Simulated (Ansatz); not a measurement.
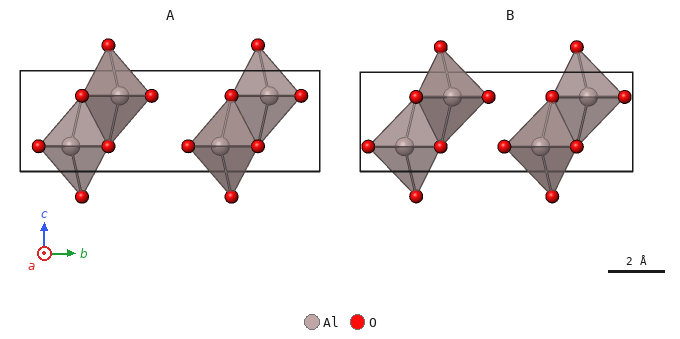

Two geometries of crystalline AlO₂ (set up in Cmcm), drawn at one scale. One is the start of a relaxation, the other its converged end. A polyhedral model of the conventional cell (2 times the calculation's cell), seen along the a axis. Lengths and directions refer to the drawn axes.

Theory: Kohn-Sham DFT of a periodic cell, r2SCAN, Ansatz PAW (Ansatz 0.2.0). Set-up: plane-wave cutoff 500 eV; k-point mesh 9 × 9 × 7; occupations fermi-dirac; smearing width 0.05 eV; no spin polarisation; cell and atoms relaxed; force threshold 0.01 eV/Å; at most 40 steps.

### Which geometry has the lower energy?

Structure B is the relaxed one. The run lets cell and atoms move. The largest moves relative to the cell, 0.32 Å, are those of O atoms. By element the largest moves are O 0.32 Å, Al 0.06 Å. The drawn cell changes as follows: a 2.976 → 2.904 Å (−2.4 %), b 10.806 → 9.831 Å (−9.0 %), c 3.647 → 3.592 Å (−1.5 %); the volume changes by −12.6 %. Some distances before and after: Al–O 1.885 → 1.957 Å, Al–O 2.017 → 1.953 Å, Al–O 1.868 → 1.844 Å. Among the angles between lasting bonds that change: O–Al–O 104.3° → 95.8°, Al–O–Al 104.3° → 95.8°, O–Al–O 175.4° → 179.9°. The space group stays Cmcm (No. 63). The energy falls by 165 meV per atom in 8 accepted moves (11 points after the start). Largest force component: 0.79 eV/Å at the start, 0.0013 eV/Å at the end. Pressure: −7.40 GPa at the start and −0.01 GPa at the end. The line search rejected the trial step at point 7 of the run. At 2 points the geometry stayed and the basis and grid were re-selected for the new cell (energy shift of 0.8 meV per atom at most each time).
